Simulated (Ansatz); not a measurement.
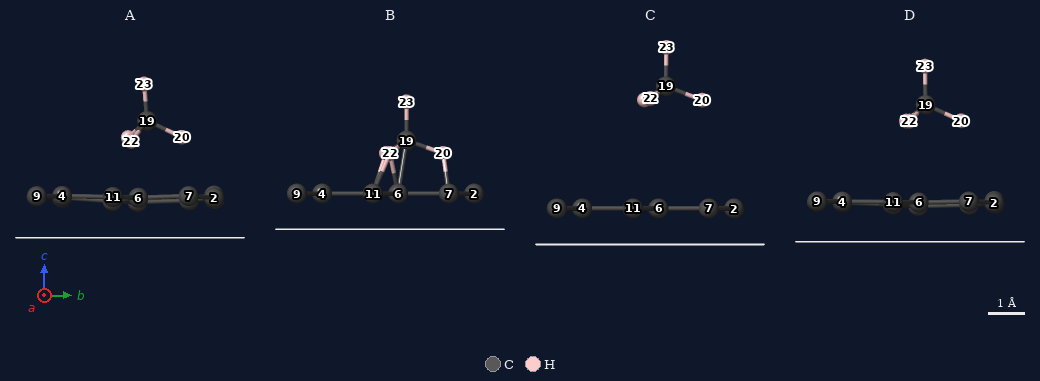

4 geometries from one relaxation of a slab of composition H4C19, in shuffled order. Style: ball-and-stick. Shown: the cell of the calculation, outlined in the plane, without the vacuum (origin shifted), along the a axis.

It is CH4 on graphene monolayer, set down by a guess. The run prepares an end point of a later path (molecule hop) calculation, from a guessed geometry.

The calculation used DFT PBE-D3(BJ), scalar-relativistic, plane waves, PAW in Ansatz 0.2.0. (plane-wave cutoff 420 eV; k-point mesh 2 × 2 × 1; occupations gaussian; smearing width 0.02 eV; no spin polarisation; atoms relaxed in a fixed cell; force threshold 0.03 eV/Å; at most 60 steps)

Put them in the order of the run, from the start to the converged end.

B, A, D, C. They are steps 0, 3, 6, 14, at +13.350 eV per cell of the calculation, +2.561 eV per cell of the calculation, +0.350 eV per cell of the calculation relative to the last. After 13 accepted moves (14 points after the start) the energy has fallen by 13.350 eV per cell of the calculation. Largest force component: 11 eV/Å at the start, 0.026 eV/Å at the end. The line search rejected the trial step at point 9 of the run. The largest move relative to the layer's centre is that of an H atom, 1.55 Å along the normal (+c). Largest moves by element: H 1.55 Å, C 1.52 Å. The cell doesn't change. Among the contacts that change: C–H 1.260 → 3.167 Å, C–C 1.564 → 3.467 Å, C–H 1.192 → 3.076 Å, C–H 1.234 → 3.090 Å. Bonds break: C–C (1.56 → 3.47 Å), C–H (1.19 → 3.08 Å), C–H (1.23 → 3.09 Å), C–H (1.26 → 3.17 Å). Cost: 57 s on 1 thread of Intel(R) Xeon(R) 6975P-C (Granite Rapids), on a shared host, peak memory 0.73 GiB.

Limits of the set-up: the periodic images lie only 7.4 Å apart, so the values are limited by the cell's size.
